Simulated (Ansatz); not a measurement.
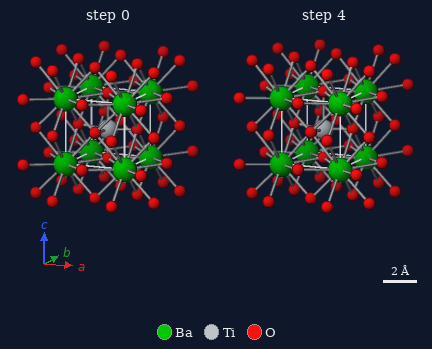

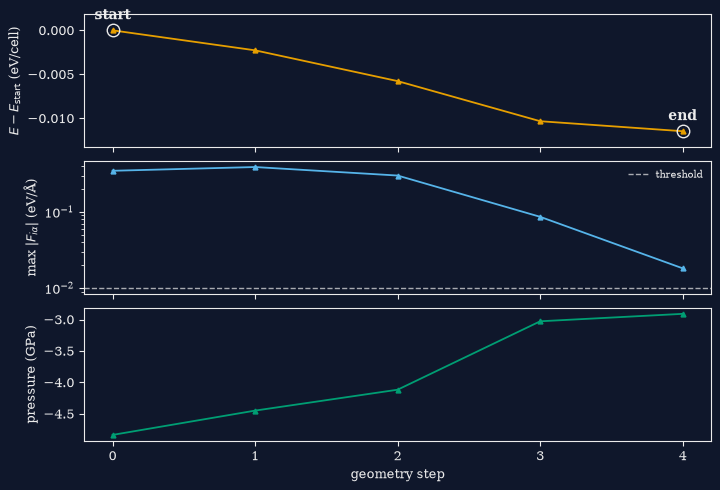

First and last geometry of a relaxation of a crystal of BaTiO3 (set up in P4mm), with the history of the run. Style: ball-and-stick. Shown: the cell of the calculation, slightly off an axis.

Case: volume × 1.03, shape and atoms relaxed.

All numbers below come from DFT r2SCAN, scalar-relativistic, plane waves, PAW (Ansatz).

The input:
```yaml
crystal:
  lattice:
    - [4.011574432, 0.0, 0.0]
    - [0.0, 4.011574432, 0.0]
    - [0.0, 0.0, 4.1534800388]
  atoms:
    - { symbol: Ba, position: [0.0, 0.0, -0.0044104999] }
    - { symbol: Ti, position: [0.5, 0.5, 0.4774906555] }
    - { symbol: O, position: [0.5, 0.5, 0.0346021843] }
    - { symbol: O, position: [0.5, 0.0, 0.51765883] }
    - { symbol: O, position: [0.0, 0.5, 0.51765883] }
basis:
  ecutwfc: 500
kpoints:
  mp_grid: { grid: [8, 8, 8] }
hamiltonian:
  xc: r2scan
scf:
  occupations: { method: gaussian, width: 0.02 }
output:
  forces: true
  stress: true
  eigenvalues: true
  write_density: true
  write_potential: true
  elf: true
  volumetric_format: npy
relax:
  adjacent_minimum: "off"
  f_tol: 0.01
  max_steps: 30
  cell: { stress_tol: 0.1, fix: [volume] }
```

Command:
```bash
ansatz run input.yaml --threads 1 --pin off --max-ram 2560MiB --backend cpu --events-out ev --progress --plain --runs-dir out
```

### Did the run converge, and what did it change?

The run was cut off at its time limit before the relaxation converged, so the last structure is only a point on the way. After 4 geometry steps the energy has fallen by 11.5 meV per cell of the calculation. Largest force component: 0.35 eV/Å at the start, 0.018 eV/Å at the end. The pressure goes from −4.84 to −2.91 GPa. The atom that moves furthest relative to the cell is O3 (0.038 Å along +c). By element the largest moves are O 0.038 Å, Ti 0.028 Å, Ba 0.027 Å. The drawn cell changes at constant volume: a = b 4.012 → 3.982 Å (−0.7 %), c 4.153 → 4.216 Å (+1.5 %). Near-neighbour distances that change, for instance: Ti2–O3 2.314 → 2.415 Å, Ba1–O4 2.954 → 2.994 Å, Ti2–O3 (another image) 1.840 → 1.801 Å, Ba1–O3 2.841 → 2.825 Å. Bond angles that change, for instance: Ba1–O3–Ba1 173.5° → 170.7°, O4–Ti2–O4 170.5° → 168.2°, Ti2–O4–Ti2 170.5° → 168.2°. The space group stays P4mm (No. 99). Cost: 5.6 min on 1 thread of AMD EPYC (Zen 3), with other jobs on the host, peak memory 0.57 GiB.

```json
{"step": "0", "E − E(0), meV/atom": "0.00", "largest force component, eV/Å": "0.3461", "pressure, GPa": "-4.84"}
{"step": "1", "E − E(0), meV/atom": "-0.45", "largest force component, eV/Å": "0.3876", "pressure, GPa": "-4.45"}
{"step": "2", "E − E(0), meV/atom": "-1.15", "largest force component, eV/Å": "0.2998", "pressure, GPa": "-4.12"}
{"step": "3", "E − E(0), meV/atom": "-2.07", "largest force component, eV/Å": "0.0862", "pressure, GPa": "-3.03"}
{"step": "4", "E − E(0), meV/atom": "-2.29", "largest force component, eV/Å": "0.0182", "pressure, GPa": "-2.91"}
```
